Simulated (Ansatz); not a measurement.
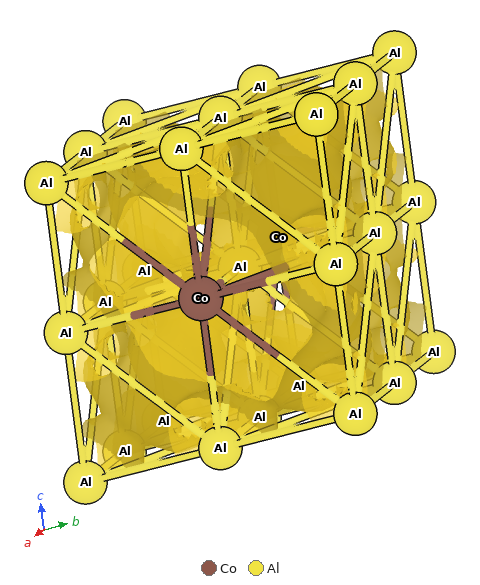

Figure 1: Al₇Co (distorted or defective cell). Isosurface of the electron localisation function at 0.55 (yellow), seen slightly off an axis. Core shells and regions of very low density are left out. Sticks mark near contacts.

The program warned that a starting moment wasn't kept; spin-polarised, but the moments vanished.

All numbers below come from Ansatz 0.2.0, DFT PBE, scalar-relativistic, plane waves, PAW.

In a PAW calculation such maps are meaningful between the atoms, not at the nuclei.

Where are the electrons localised?

Answer. At this value the surface marks out one network that runs through the whole crystal, counted in one cell of 8 atoms. Regions shared between cells count once.

Values along the shortest contacts:
Al–Co (2.86 Å): the ELF is about 0.45 at the midpoint. Al–Al (2.86 Å): the ELF peaks at about 0.65 between the atoms.

Does the calculation give a band gap?

Answer. It is metallic or semimetallic at this level of theory: no gap opens.
